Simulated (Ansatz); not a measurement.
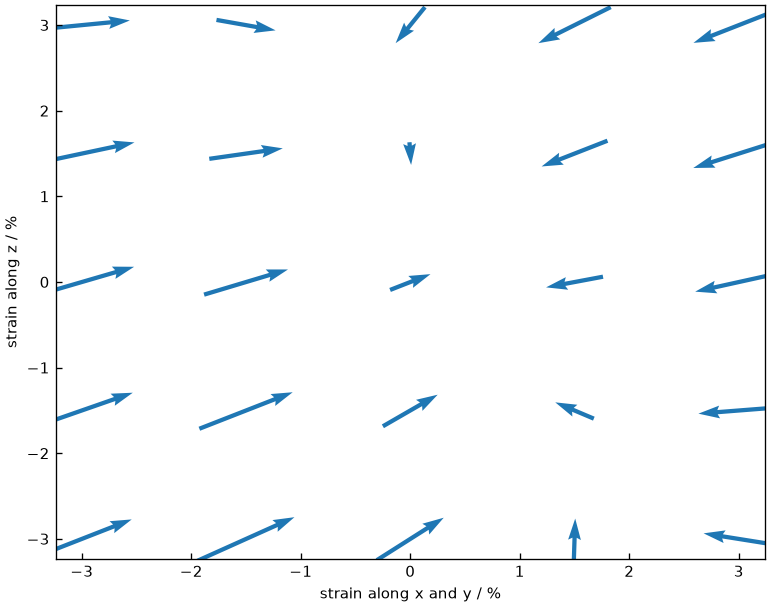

PbF₂ (Fm-3m, No. 225; 3 atoms in the cell). 
- The cell is strained homogeneously, by one strain along x and y and another along z, with fractional coordinates fixed (x, y and z along the cube axes).
- Coordinates scanned: (1) strain along x and y; (2) strain along z.
- The scan uses a 5 × 5 grid.
- The reference cell is the one listed in the database, not relaxed at this level.
- Computed with DFT PBE+D3(BJ), scalar-relativistic, plane waves, PAW (Ansatz). Settings: cutoff 420 eV, k-mesh 8×8×8, gaussian smearing 0.05 eV, no spin polarisation.

The picture shows arrows along the force (downhill), their lengths compressed.

**The arrows alone are given. Where is the energy lowest?**

The arrows converge at about strain along x and y = 0.4 %, strain along z = 0.4 % (read from the interpolated surface).

The energy map of the same scan:

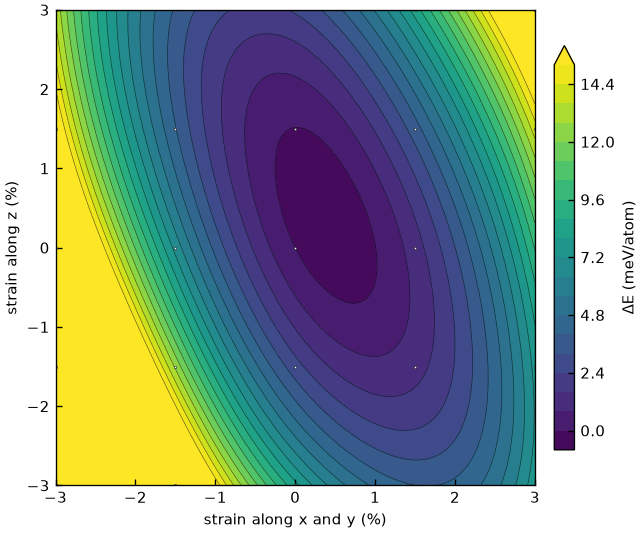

Energies are in meV/atom, from the unstrained cell; between grid points the surface is interpolated.
